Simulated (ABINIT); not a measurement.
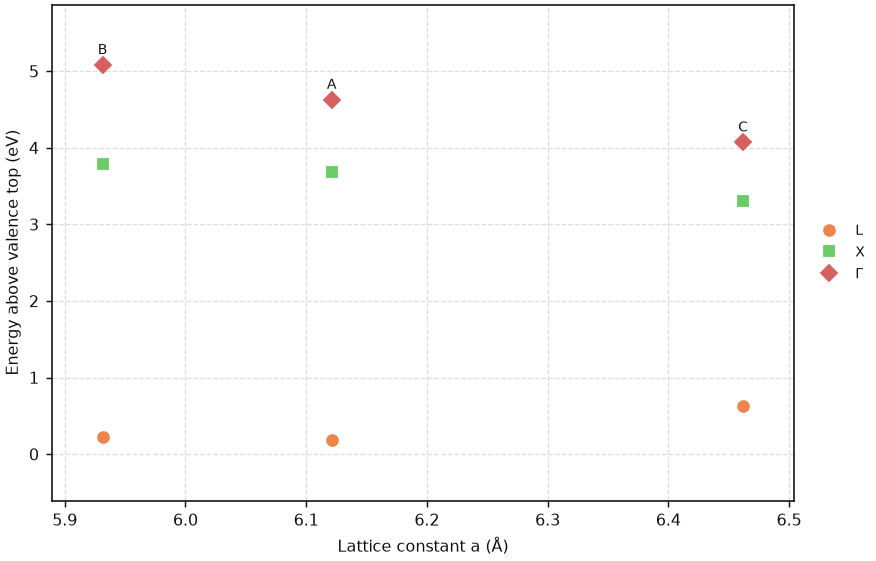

Lowest conduction level at each named k point, counted from the valence-band top at L, for three rocksalt crystals against the lattice constant, each in its database cell. All by ABINIT with LDA, without spin-orbit coupling, no moments; potentials: JTH PAW LDA v2.0.

**Which letter is which compound? They are PbTe, PbS and PbSe.**

A is PbSe; B is PbS; C is PbTe.

**How does the value at Γ change from S to Te?**

PbS 5.08, PbSe 4.63 and PbTe 4.07 eV: it falls at each step to the heavier element.

**With the valence top at L, which of these have their lowest conduction level there too?**

PbS, PbSe and PbTe (direct among these points).

```csv
compound,a (Å),k mesh,L (eV),X (eV),Γ (eV)
PbS,5.931,10×10×10,0.23,3.79,5.08
PbSe,6.121,10×10×10,0.18,3.68,4.63
PbTe,6.462,6×6×6,0.63,3.31,4.07
```

Spin-orbit coupling is left out, which matters for Pb, Te and Se. The cells are as the databases list them, so they lie at different pressures for this functional.
